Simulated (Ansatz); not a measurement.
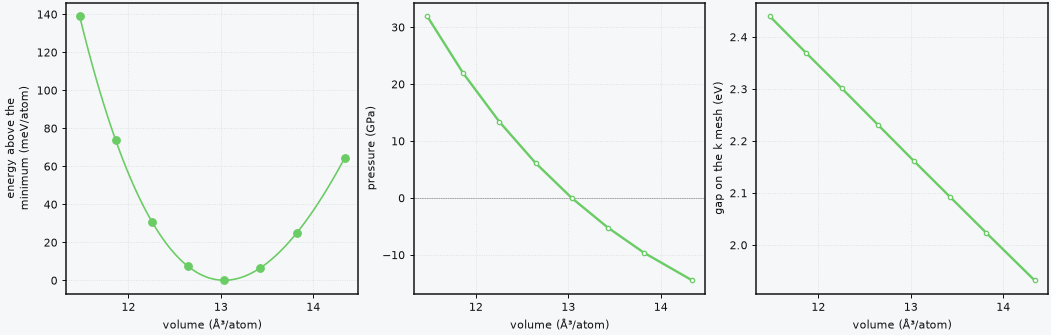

The figure shows the energy above the minimum, pressure and gap on the k mesh against volume for KTaO₃, space group Pm-3m (No. 221) (cell built by us, not taken from a database).

Cell as given: a = 4.024 Å, b = 4.024 Å, c = 4.024 Å, α = 90.00°, β = 90.00°, γ = 90.00°; 5 atoms.

Computed with Ansatz 0.2.0: third-order Birch-Murnaghan fit to density functional energies at scaled volumes of the given relaxed cell, shape and atoms relaxed at each volume; energies count from the fitted minimum; plane waves with PAW datasets, Γ-centred k mesh. Level: PBE, no spin polarisation.

| setting | value |
| --- | --- |
| wave cutoff | 420 eV |
| k mesh | 8×8×8 |
| occupations | Gaussian |
| smearing width | 0.02 eV |

Give the values behind the plot as a table.

| volume (Å³/atom) | energy above the minimum (meV/atom) | pressure (GPa) | gap on the k mesh (eV) |
| --- | --- | --- | --- |
| 11.472 | 139.0 | 31.94 | 2.440 |
| 11.863 | 73.6 | 21.89 | 2.370 |
| 12.254 | 30.8 | 13.37 | 2.301 |
| 12.645 | 7.3 | 6.14 | 2.231 |
| 13.036 | 0.0 | 0.00 | 2.161 |
| 13.427 | 6.6 | −5.21 | 2.092 |
| 13.818 | 24.8 | −9.63 | 2.023 |
| 14.339 | 64.3 | −14.48 | 1.932 |
